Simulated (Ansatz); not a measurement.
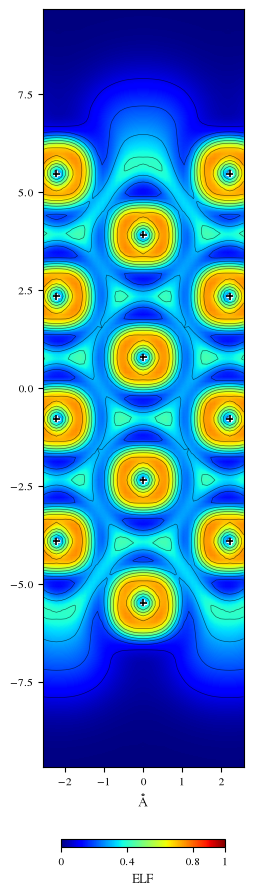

The electron localisation function on a plane through atoms (crosses mark nuclei in the plane).

Computed with Ansatz 0.2.0, DFT PBEsol, scalar-relativistic, plane waves, PAW.

Candidates:
A. MgO, a = 4.21 Å, b = 4.21 Å, c = 4.21 Å, α = 90.00°, β = 90.00°, γ = 90.00°. Space group Fm-3m.
B. SnSe, a = 5.95 Å, b = 5.95 Å, c = 5.95 Å, α = 90.00°, β = 90.00°, γ = 90.00°. Space group Fm-3m.
C. Mo (slab), a = 3.13 Å, b = 3.13 Å, c = 25.95 Å, α = 90.00°, β = 90.00°, γ = 90.00°. Not relaxed (largest force 1.7 eV/Å); computed without spin polarisation.

**Which system is this?**

Candidate C: Mo on the (11̄0) plane of the calculation cell, a cut from vacuum to vacuum, which holds Mo. Mo–Mo (2.71 Å): the ELF is about 0.30 at the midpoint (no shared electron pair shows on this line).
